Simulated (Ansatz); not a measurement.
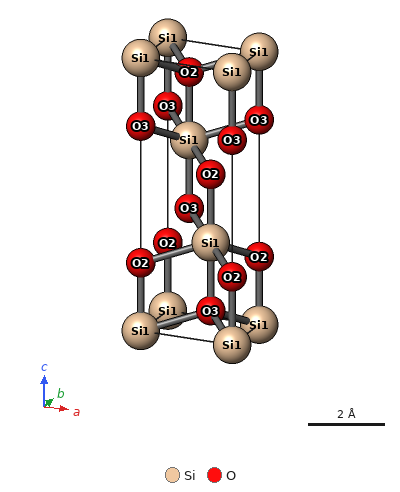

**Figure 1.** The structure (ball-and-stick view of the cell 3 times as large as that of the calculation, set on its symmetry axes, seen slightly off an axis; atoms are numbered from 1 in the order of the input).

**SiO2: band-structure calculation**

The run: band-structure calculation of SiO2 (3 atoms in the cell). Method and program: DFT, r2SCAN, plane waves, PAW, no spin polarisation (Ansatz 0.2.0).

The structure was built on a prototype by a generator. The geometry comes from this level: r2SCAN (a point of a series of strains). It belongs to a series of runs on one base structure; here: epitaxial_111 strain +2.5%. Figures and captions count atoms from 1; the log counts them from 0 in places.

Output:
```
scf.n_extra_bands = 4 over 8 filled bands (N_el = 16.0): the run solves 12 bands
Engine: ansatz 0.2.0, aarch64-unknown-linux-gnu
Pseudopotentials: kind: paw
Pseudopotential: Si, paw, valence charge 4, recommended cutoff 500 eV (meta_gga), Si.paw.azcp
Pseudopotential: O, paw, valence charge 6, recommended cutoff 500 eV (meta_gga), O.paw.azcp
Functional definition: r2SCAN
  parameter k0 = 0.174
  parameter k1 = 0.065
  parameter a1 = 4.9479
  exchange = r2scan_x(k0 = k0, k1 = k1, a1 = a1)
  correlation = r2scan_c
Crystal: 3 atoms, lattice volume = 22.749 Å³
Basis set: ecut = 500 eV, 585 PW (Γ), exchange–correlation on 96×96×96 points (64 copies of the dense FFT grid, shifted against one another)
Bands: 12, of which v1, the nominal top of the filled ones, is band 8 counted from 1 (7 counted from 0)
Symmetry: 12 space group operations
Space group: R-3m (ITA 166), of the structure as read, at distance tolerance 2.8e-5 Å
k-points: 116 of 1000
Non-local potential: Si, projectors of the file, l = 0: 2, l = 1: 2, l = 2: 2
Non-local potential: O, projectors of the file, l = 0: 2, l = 1: 2, l = 2: 1
PAW form: soft (Blöchl's): semilocal exchange-correlation on the pseudo side does not see the compensation charge
PAW frozen core: Si, regenerated for the run's functional (the file was generated under x = pbe(κ = 0.804, μ = 0.2195149727645171), c = pbe(β = 0.06672455060314922))
PAW frozen core: O, regenerated for the run's functional (the file was generated under x = pbe(κ = 0.804, μ = 0.2195149727645171), c = pbe(β = 0.06672455060314922))
PAW one-centre angular grid: Si, 302 points (default); XC on 160 Gauss nodes
PAW one-centre angular grid: O, 302 points (default); XC on 160 Gauss nodes
Initial density: superposition of atomic densities (neutral atoms: chi_scale 0, normalization atom), corrected by the library's trained network
Initial wavefunctions: pseudopotential atomic-orbital guess
Functional: x = r2scan, c = r2scan; τ floored in thin density (d = 2e-4 eV/Å³)
SCF iter   1: F=—  HF=-1775.940436 eV  |F-HF|=—  |Δ(HF+E_count)|=         —  Δρ=1.83e-2  dr2=8.09e-2  dr2_τ=2.43e-1  ethr=1.77e-3  ⟨swp⟩=5.3  Hψ=7791  notcnv=0  defer=210
preconditioner: auto → none  [insulator: Δε(μ)=3.190 eV  Ē_g=18.532 eV  n_scr=6 (ndim 8)  ℏωp=31.1 eV  f_vac=0.005  ε∞_Penn≈3.8]
SCF iter   2: F=—  HF=-1776.095695 eV  |F-HF|=—  |Δ(HF+E_count)|=   1.55e-1  Δρ=7.85e-3  dr2=5.14e-3  dr2_τ=2.02e-3  ethr=5.06e-4  ⟨swp⟩=2.2  Hψ=3506  notcnv=0  defer=196
SCF iter   3: F=—  HF=-1776.095875 eV  |F-HF|=—  |Δ(HF+E_count)|=   1.80e-4  Δρ=3.08e-3  dr2=1.06e-3  dr2_τ=8.12e-5  ethr=3.21e-5  ⟨swp⟩=3.0  Hψ=2552  notcnv=0  defer=227
SCF iter   4: F=—  HF=-1776.095866 eV  |F-HF|=—  |Δ(HF+E_count)|=   8.64e-6  Δρ=4.76e-4  dr2=3.77e-5  dr2_τ=3.11e-6  ethr=6.60e-6  ⟨swp⟩=2.1  Hψ=2354  notcnv=0  defer=227
SCF iter   5: F=—  HF=-1776.095858 eV  |F-HF|=—  |Δ(HF+E_count)|=   8.78e-6  Δρ=1.08e-4  dr2=2.08e-6  dr2_τ=1.32e-7  ethr=2.36e-7  ⟨swp⟩=2.2  Hψ=2105  notcnv=0  defer=34
SCF iter   6: F=—  HF=-1776.095858 eV  |F-HF|=—  |Δ(HF+E_count)|=   3.38e-7  Δρ=3.42e-5  dr2=2.20e-7  dr2_τ=7.15e-9  ethr=1.30e-8  ⟨swp⟩=2.3  Hψ=2339  notcnv=0  defer=19
SCF iter   7: F=-1776.095858 eV  HF=-1776.095858 eV  |F-HF|=1.87e-9  |Δ(HF+E_count)|=   6.58e-9  Δρ=5.10e-6  dr2=4.94e-9  dr2_τ=1.56e-10  ethr=6.25e-10  ⟨swp⟩=10.3  Hψ=10450  notcnv=0
SCF 1 converged in 7 iterations: F = -1776.095858 eV  dr2 = 4.94e-9
  greatest PAW one-centre occupation: 0.880 electrons in one spin orbital (limit 2), on the O atom at site 2 (counted from 0), in its partial waves of l = 0
NSCF: frozen V_eff on 7 k-points
SCF converged after 7 iterations
Free energy (F): -1776.095858 eV
Harris-Foulkes:  -1776.095858 eV  (|F-HF|=1.87e-9)
Internal energy: -1776.095858 eV  (E = F + TS)
E sigma→0 (E₀):  -1776.095858 eV
Fermi energy:    11.984410 eV
--- Per-component energies (eV) ---
  E_band       = 46.994815
  E_kinetic    = 409.675066
  E_local      = -580.368071  (includes V_loc(G=0)·N_el)
  E_nonlocal   = 114.729228
  E_hartree    = 215.793419
  E_xc         = -201.602395
  E_vxc        = -266.739096  (∫ρ·V_xc dr)
  E_paw        = -840.395586  (= ΣΔE_a)
  E_vpaw       = -77.885057  (= ΣTr[D̂ρ^β])
  E_aug_tail   = 0.002131  (compensation charges beyond the density's cutoff)
  E_vtau       = 15.995605  (kinetic-family band-sum trace: ∫τ·v_τ [+ j·A + Jᵃ·Aᵃ] dr)
  E_ewald      = -893.789336
  E_core_change = -0.140315  (= ΣΔE_core)
  E_smearing   = -0.000000  (= −TS)
  E_closure    = 0.000000  (closes the sum)
  Σ components = -1776.095858   (vs F -1776.095858, Δ=0.00e0)
--- Forces (eV/Å), atoms counted from 1 ---
  atom   1  Si    -0.00000000     0.00000000    -0.00000000
  atom   2  O      0.00004412     0.00004412     0.00004412
  atom   3  O     -0.00004412    -0.00004412    -0.00004412
  max |Σ_I F_I| component: 3.47e-18 eV/Å
--- Stress (GPa, compression-positive) ---
        8.309393      -4.149594      -4.149594
       -4.149594       8.309393      -4.149594
       -4.149594      -4.149594       8.309393
  P = ⅓ Tr σ = 8.3094 GPa (83.094 kbar)
--- Band table (eV; the first three rows and the last of 116) ---
  k-point 0: bands = ["-12.2592", "-5.2133", "5.7379", "5.7379", "6.1756", "9.0016", "10.0963", "10.0963", "15.4139", "18.0795", "18.0795", "20.9286"]
  k-point 1: bands = ["-12.1157", "-5.4156", "5.6979", "5.7777", "6.1392", "8.7818", "9.6799", "9.8853", "16.0438", "18.3187", "18.3338", "21.0884"]
  k-point 2: bands = ["-11.6928", "-5.9950", "5.5108", "5.9092", "6.1645", "8.1313", "8.9709", "9.3257", "17.2439", "19.0723", "19.1311", "21.6857"]
  k-point 115: bands = ["-8.9419", "-8.4794", "3.6645", "6.1667", "6.1667", "6.4938", "7.3100", "7.3100", "19.6947", "23.4963", "23.5840", "23.5840"]
```

File rho_z.tsv:
```
# z_ang	rho[e/angstrom^3]
# format = ansatz-planar-average/11
# lattice	-0.138429865	2.181890641	2.181890641
# lattice	2.181890641	-0.138429865	2.181890641
# lattice	2.181890641	2.181890641	-0.138429865
# sites	3
# site	14	0.000000000	0.000000000	0.000000000
# site	8	1.054030923	1.054030923	1.054030923
# site	8	3.171320494	3.171320494	3.171320494
0.000000	5.120229e-1
0.128698	5.420121e-1
0.257397	6.268792e-1
0.386095	7.458157e-1
0.514794	8.613165e-1
0.643492	9.352718e-1
0.772191	9.462492e-1
0.900889	8.931034e-1
1.029588	7.889020e-1
1.158286	6.573664e-1
1.286985	5.322742e-1
1.415683	4.464305e-1
1.544381	4.167346e-1
1.673080	4.464305e-1
1.801778	5.322742e-1
1.930477	6.573664e-1
2.059175	7.889020e-1
2.187874	8.931034e-1
2.316572	9.462492e-1
2.445271	9.352718e-1
2.573969	8.613165e-1
2.702668	7.458157e-1
2.831366	6.268792e-1
2.960064	5.420121e-1
```

File v_z.tsv:
```
# z_ang	v_es[eV]	v_tot[eV]
# format = ansatz-planar-average/11
# xc	r2scan
# density_cutoff_ev	2000
# datasets	Si=:simpson_from_first_knot:soft:shift=0	O=:simpson_from_first_knot:soft:shift=0
# lattice	-0.138429865	2.181890641	2.181890641
# lattice	2.181890641	-0.138429865	2.181890641
# lattice	2.181890641	2.181890641	-0.138429865
# sites	3
# site	14	0.000000000	0.000000000	0.000000000
# site	8	1.054030923	1.054030923	1.054030923
# site	8	3.171320494	3.171320494	3.171320494
0.000000	-2.061453e0	-1.626739e1
0.128698	-2.384922e0	-1.659753e1
0.257397	-2.702452e0	-1.685815e1
0.386095	-2.418021e0	-1.641747e1
0.514794	-1.582508e0	-1.543573e1
0.643492	-1.881720e-1	-1.387014e1
0.772191	1.681631e0	-1.170477e1
0.900889	3.802822e0	-9.254293e0
1.029588	5.939577e0	-6.732448e0
1.158286	8.011714e0	-4.121340e0
1.286985	9.944595e0	-1.634616e0
1.415683	1.165147e1	4.874920e-1
1.544381	1.245263e1	1.455328e0
1.673080	1.165147e1	4.874920e-1
1.801778	9.944595e0	-1.634616e0
1.930477	8.011714e0	-4.121340e0
2.059175	5.939577e0	-6.732448e0
2.187874	3.802822e0	-9.254293e0
2.316572	1.681631e0	-1.170477e1
2.445271	-1.881720e-1	-1.387014e1
2.573969	-1.582508e0	-1.543573e1
2.702668	-2.418021e0	-1.641747e1
2.831366	-2.702452e0	-1.685815e1
2.960064	-2.384922e0	-1.659753e1
```

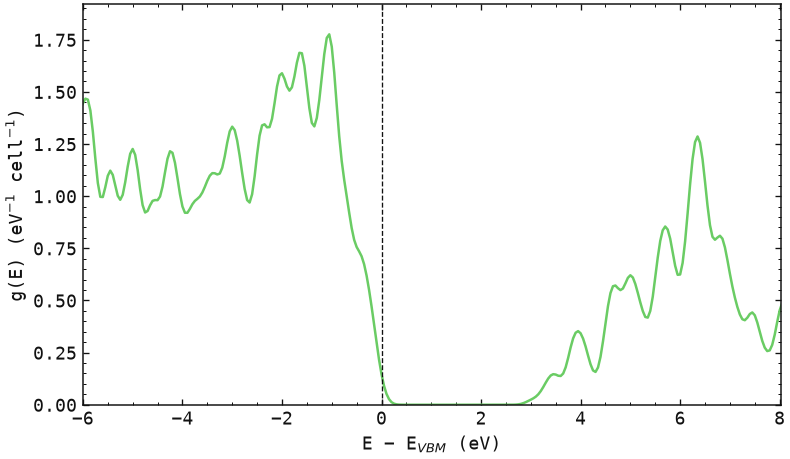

**Figure 2.** Density of states (the curve is built from the levels of the k mesh with Gaussians 0.3 eV wide, which also blur the band edges), with energies from the valence-band top. There is a gap of 3.02 eV on the k-point mesh. Small ripples come from the finite k-point mesh.

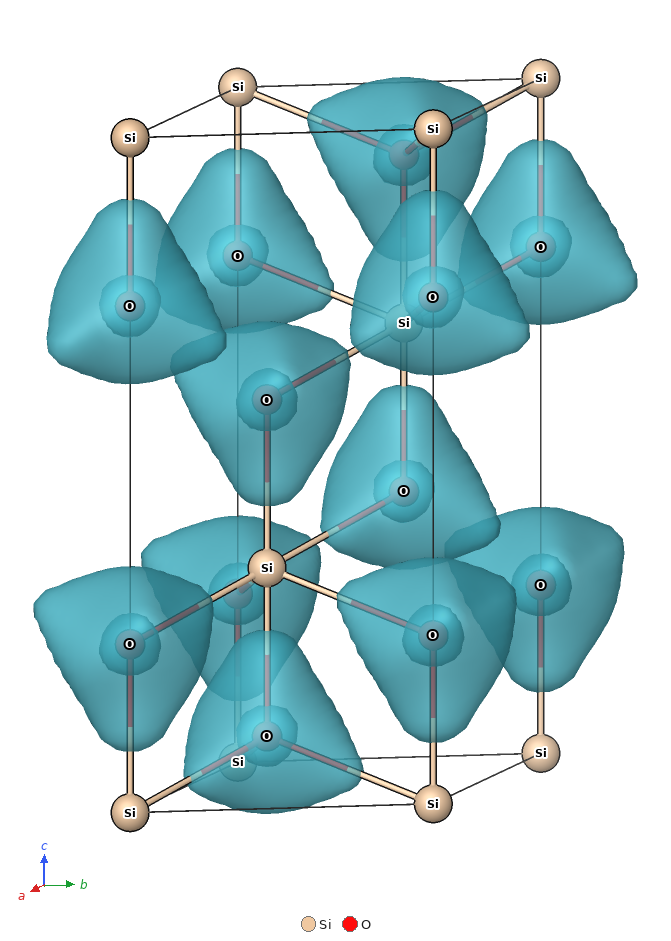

**Figure 3.** Isosurface of the ELF at 0.65 (cyan), seen slightly off an axis. Core shells and regions of very low density are left out. Sticks mark near contacts. The outline is the cell set on symmetry axes. Along the contacts the grid gives the following. Si–O (1.83 Å): the ELF peaks at about 0.85 between the atoms (a shared but strongly polarised pair). Si–O (1.99 Å): the ELF peaks at about 0.85 between the atoms, which marks a shared but strongly polarised pair. The fields are those of the smooth PAW valence density.

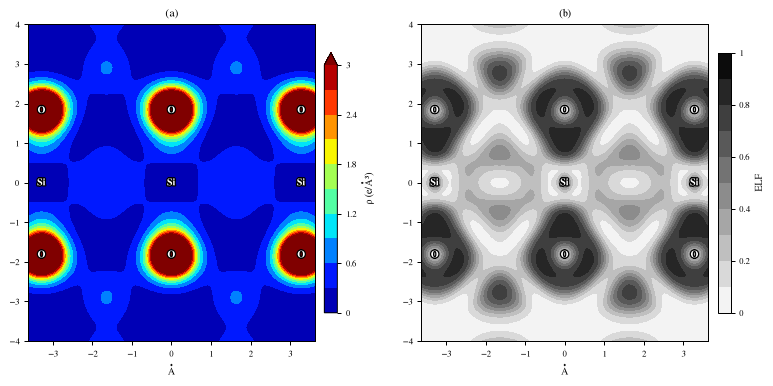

**Figure 4.** (a) valence electron density; (b) electron localisation function on the (010) plane of the conventional cell. Atoms in the plane: Si and O. Away from the nuclei the density in this plane falls to 0.03 e/Å³ at its lowest.

This output came from the following input.

Input:
```yaml
crystal:
  lattice:
    - [-0.1384298646, 2.1818906408, 2.1818906408]
    - [2.1818906408, -0.1384298646, 2.1818906408]
    - [2.1818906408, 2.1818906408, -0.1384298646]
  atoms:
    - { symbol: Si, position: [0.0, 0.0, 0.0] }
    - { symbol: O, position: [0.2494540261, 0.2494540261, 0.2494540261] }
    - { symbol: O, position: [0.7505459739, 0.7505459739, 0.7505459739] }
kpoints:
  mp_grid: { grid: [10, 10, 10] }
  band_path:
    path:
      - [0.0, 0.0, 0.0]
      - [0.5, 0.0, 0.5]
      - [0.625, 0.25, 0.625]
      - [0.375, 0.375, 0.75]
      - [0.5, 0.5, 0.5]
      - [0.5, 0.25, 0.75]
      - [0.0, 0.5, 0.5]
    npoints: 1
hamiltonian:
  xc: r2scan
scf:
  occupations: { method: fixed }
  n_extra_bands: 4
output:
  forces: true
  stress: true
  eigenvalues: true
  write_density: true
  write_potential: true
  elf: true
  volumetric_format: npy
```

Launched with:
```bash
ansatz run input.yaml --threads 4 --pin off --max-ram 3686MiB --backend cpu --events-out ev --progress --plain --runs-dir out
```

Key numbers:

```tsv
quantity	value
outcome	converged
space group (tolerance 0.01 Å)	R-3m (166)
electrons treated	16
free energy	−1776.0959 eV
Fermi energy	11.984 eV
gap on the k-point mesh	3.02 eV
pressure	8.31 GPa
largest force (length of the vector)	under 0.001 eV/Å
hardware	4 threads of an Arm (aarch64) CPU, shared host
wall time	3 s (CPU time 9.7 s)
peak memory	0.4 GiB
```

Notes:

The cell is under a pressure of 8.3 GPa at this level, so it is not at its equilibrium volume.
